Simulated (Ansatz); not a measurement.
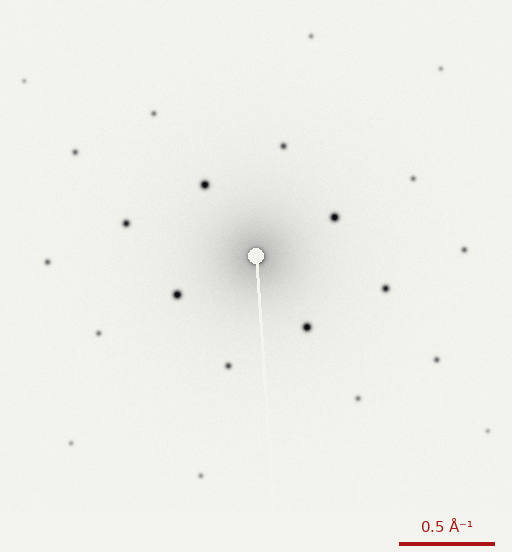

Computed electron diffraction pattern, 100 kV, single scattering only, B = 0.3 Å².

It belongs to Al, space group P6_3/mmc (No. 194), a = 2.836 Å, c = 4.573 Å (hexagonal axes). Structure: the geometry relaxed with Ansatz, DFT, LDA (PW92), plane waves (420 eV) with PAW, scalar-relativistic; the starting structure was generated, so it need not be a known form of this composition.

Q: Measure the pattern against the scale bar and name the zone.

A: The spots form a centred rectangular net with both shortest vectors at d = 2.16 Å, 80.5° apart. They index as 0 1 -1 and -1 1 1, so the zone axis is [211] (or an equivalent direction of <211>).

Q: Which reflections of this zone are missing, and why?

A: A glide plane extinguishes reflections such as 2 -1 -3, 1 1 -3; reflections such as 3 -3 -3, 0 3 -3 are allowed by the space group but vanish because the atoms sit on special positions. In a thicker crystal double diffraction can put intensity into those places emptied by glide planes or screw axes that lie on the net of the visible spots, but never into those emptied by centring.
